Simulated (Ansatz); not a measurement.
**Al12HO: 5 runs along one coordinate**

System: Al12HO (slab, 14 atoms in the cell).
Method: DFT PBE, scalar-relativistic, plane waves, PAW, spin-polarised (Ansatz 0.2.0).

The 5 runs differ only in the geometry, by a shift of atoms along one path in a fixed cell. The shift s is measured from run 3: H14 moves along the Cartesian direction (0.00, 0.00, 1.00), and O13 with it in fixed proportion. The structure derives from an entry of the Crystallography Open Database.

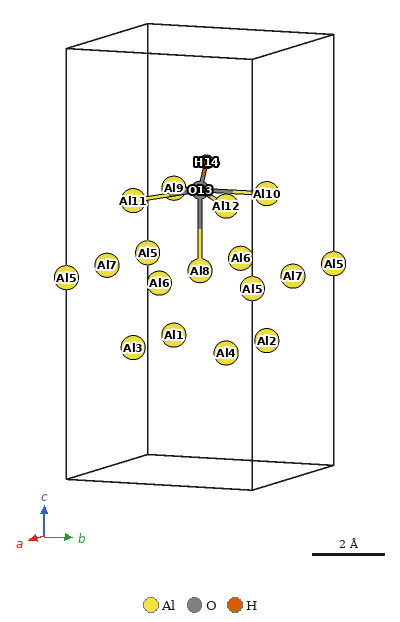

Figure 1. The structure of run 3 (ball-and-stick view of the cell of the calculation, with the vacuum cut short, seen slightly off an axis; atoms are numbered from 1 in the order of the input).

**Input of run 3**
```yaml
crystal:
  lattice:
    - [5.7143028096, 0.0, 0.0]
    - [0.0, 5.7143028096, 0.0]
    - [0.0, 0.0, 22.1750227687]
  atoms:
    - { symbol: Al, position: [0.25, 0.25, 0.1803831293] }
    - { symbol: Al, position: [0.25, 0.75, 0.1803831293] }
    - { symbol: Al, position: [0.75, 0.25, 0.1803831293] }
    - { symbol: Al, position: [0.75, 0.75, 0.1803831293] }
    - { symbol: Al, position: [0.0, 0.0, 0.274409492] }
    - { symbol: Al, position: [0.0, 0.5, 0.274409492] }
    - { symbol: Al, position: [0.5, 0.0, 0.274409492] }
    - { symbol: Al, position: [0.5, 0.5, 0.274409492] }
    - { symbol: Al, position: [0.25, 0.25, 0.3686590473] }
    - { symbol: Al, position: [0.25, 0.75, 0.3686590473] }
    - { symbol: Al, position: [0.75, 0.25, 0.3686590473] }
    - { symbol: Al, position: [0.75, 0.75, 0.3686590473] }
    - { symbol: O, position: [0.5, 0.5, 0.3776782038], spin: 1.0 }
    - { symbol: H, position: [0.5618716583, 0.5618716583, 0.4167322969] }
basis:
  ecutwfc: 420
kpoints:
  mp_grid: { grid: [5, 5, 1] }
hamiltonian:
  xc: pbe
scf:
  occupations: { method: gaussian, width: 0.1 }
output:
  forces: true
  eigenvalues: true
  populations: true
magnetization:
  spin_polarized: true
efield:
  axis: 3
  dipole_correction: true
  ramp_width: 0.04
```

Command:
```bash
ansatz run input.yaml --threads 4 --pin off --max-ram 12288MiB --backend cpu --events-out ev --progress --plain --runs-dir out
```

Run 4 differs from it as follows:
```diff
-    - { symbol: O, position: [0.5, 0.5, 0.3776782038], spin: 1.0 }
-    - { symbol: H, position: [0.5618716583, 0.5618716583, 0.4167322969] }
+    - { symbol: O, position: [0.5, 0.5, 0.3934617276], spin: 1.0 }
+    - { symbol: H, position: [0.5618716583, 0.5618716583, 0.4325158207] }
```

**Results, with one run withheld**

```tsv
run	shift s of H14 (Å)	free energy per atom, from the lowest run given (meV)	force along the path (eV/Å)
1	−0.4800	272.45	2.642
2	−0.2600	231.31	2.880
3	0.0000	168.88	3.753
4	0.3500	?	?
5	0.8500	0.00	0.888
```

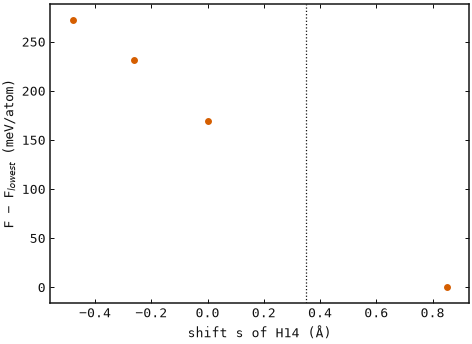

Figure 2. Free energy per atom of the runs given; the dotted line marks run 4.

Estimate the energy of run 4 from the others.

A quadratic polynomial in the coordinate, fitted to the 4 runs given, misses them by at most 4.52 meV per atom. With x = s − 0.0275, it reads F = 165.81 − 209.46 x + 9.2213 x² (meV per atom). At run 4 it gives 99.22 meV per atom, and the run itself gives 76.69. The slope of the fit gives a force −dF/ds of 2.849 eV/Å along the path (summed over the atoms that move), and the printed forces give 3.299 eV/Å. The fit has no minimum inside this range. So low a polynomial doesn't follow these energies more closely.

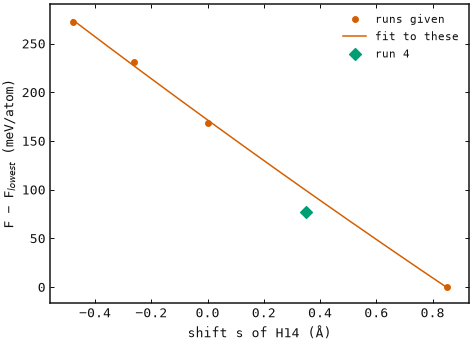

Figure 3. The fit and the withheld run.

**Output, shortened to warnings, some set-up lines, iterations and results (run 4)**
```
WARN: the starting moments were not kept: the SCF closed with an absolute magnetisation of 1.6e-5 μB, where they sum to 1 μB in size (1 site). That is at most 0.1 of that sum. Measured as dr2_m measures the in/out step, that magnetisation stands 6.2e-12 eV from none, at or under the dr2_threshold of 1.0e-7 eV: it is no larger than a step whose dr2_m would equal this threshold. The system may hold …
Basis set: ecut = 420 eV, 14199 PW (Γ), exchange–correlation on 80×80×300 points (8 copies of the dense FFT grid, shifted against one another)
Symmetry: 2 space group operations
k-points: 9 of 25 (time reversal used)
Initial density: superposition of atomic densities (neutral atoms: chi_scale 0, normalization atom)
[...]
SCF iter   1: F=—  HF=-7031.137648 eV  |F-HF|=—  |Δ(HF+E_count)|=         —  Δρ=2.23e-2 (↑9.44e-3 ↓2.23e-2)  dr2=1.44e1  dr2_m=6.45e-1  M=0.147 μB ∫|m|=0.265 μB  β_m=0.30  …
SCF iter   2: F=—  HF=-7029.467515 eV  |F-HF|=—  |Δ(HF+E_count)|=    1.67e0  Δρ=1.52e-2 (↑6.33e-3 ↓1.52e-2)  dr2=6.26e0  dr2_m=3.39e-1  M=0.142 μB ∫|m|=0.225 μB  β_m=0.30  …
SCF iter   3: F=—  HF=-7028.239923 eV  |F-HF|=—  |Δ(HF+E_count)|=    1.23e0  Δρ=6.43e-3 (↑5.45e-3 ↓6.43e-3)  dr2=3.96e-1  dr2_m=1.78e-1  M=0.179 μB ∫|m|=0.232 μB  β_m=0.30  …
SCF iter   4: F=—  HF=-7028.248376 eV  |F-HF|=—  |Δ(HF+E_count)|=   8.45e-3  Δρ=5.06e-3 (↑2.96e-3 ↓5.06e-3)  dr2=1.20e-1  dr2_m=1.00e-1  M=0.166 μB ∫|m|=0.209 μB  β_m=0.30  …
SCF iter   5: F=—  HF=-7028.251205 eV  |F-HF|=—  |Δ(HF+E_count)|=   2.83e-3  Δρ=3.12e-3 (↑2.86e-3 ↓3.12e-3)  dr2=1.01e-2  dr2_m=5.74e-2  M=0.145 μB ∫|m|=0.181 μB  β_m=0.30  …
[... 8 lines ...]
SCF iter  14: F=—  HF=-7028.281249 eV  |F-HF|=—  |Δ(HF+E_count)|=   6.90e-7  Δρ=1.32e-6 (↑1.32e-6 ↓1.31e-6)  dr2=4.51e-8  dr2_m=9.90e-9  M=0.001 μB ∫|m|=0.001 μB  β_m=0.99  …
SCF iter  15: F=—  HF=-7028.281249 eV  |F-HF|=—  |Δ(HF+E_count)|=   8.93e-8  Δρ=5.47e-7 (↑5.47e-7 ↓5.45e-7)  dr2=4.88e-9  dr2_m=1.55e-9  M=0.000 μB ∫|m|=0.001 μB  β_m=0.91  …
SCF iter  16: F=—  HF=-7028.281249 eV  |F-HF|=—  |Δ(HF+E_count)|=   2.47e-8  Δρ=1.26e-7 (↑1.26e-7 ↓1.01e-7)  dr2=6.94e-10  dr2_m=5.83e-11  M=0.000 μB ∫|m|=0.000 μB  β_m=0.91  …
SCF iter  17: F=-7028.281249 eV  HF=-7028.281249 eV  |F-HF|=1.64e-10  |Δ(HF+E_count)|=   1.24e-9  Δρ=3.45e-8 (↑3.45e-8 ↓3.27e-8)  dr2=4.50e-11  dr2_m=2.96e-12  M=0.000 μB …
SCF 1 converged in 17 iterations: F = -7028.281249 eV  dr2 = 4.50e-11
WARN: the starting moments were not kept: the SCF closed with an absolute magnetisation of 1.6e-5 μB, where they sum to 1 μB in size (1 site). That is at most 0.1 of that sum. Measured as dr2_m measures the in/out step, that magnetisation stands 6.2e-12 eV from none, at or under the dr2_threshold …
SCF converged after 17 iterations
Magnetization: 0.0000 μB (21.5000 up, 21.5000 down)
Absolute magnetization: 0.0000 μB (∫|ρ↑−ρ↓|, with the PAW one-centre terms)
Spin contamination: 0.0000 ħ² per cell (⟨S²⟩ above its minimum at these occupations)
Per-site moments (μB) at R_I (Å): [(6.404721046627797e-7, 1.17857495448), (5.604466015986724e-7, 1.17857495448), (5.604466015720988e-7, 1.17857495448), (6.646632317316208e-7, 1.17857495448), (4.0015397661587656e-7, 1.1785749544800002), (1.71191892593452e-7, 1.1785749544800002), …
Free energy (F): -7028.281249 eV
Harris-Foulkes:  -7028.281249 eV  (|F-HF|=1.64e-10)
[...]
```

Warnings of the run: some starting moments were not kept.
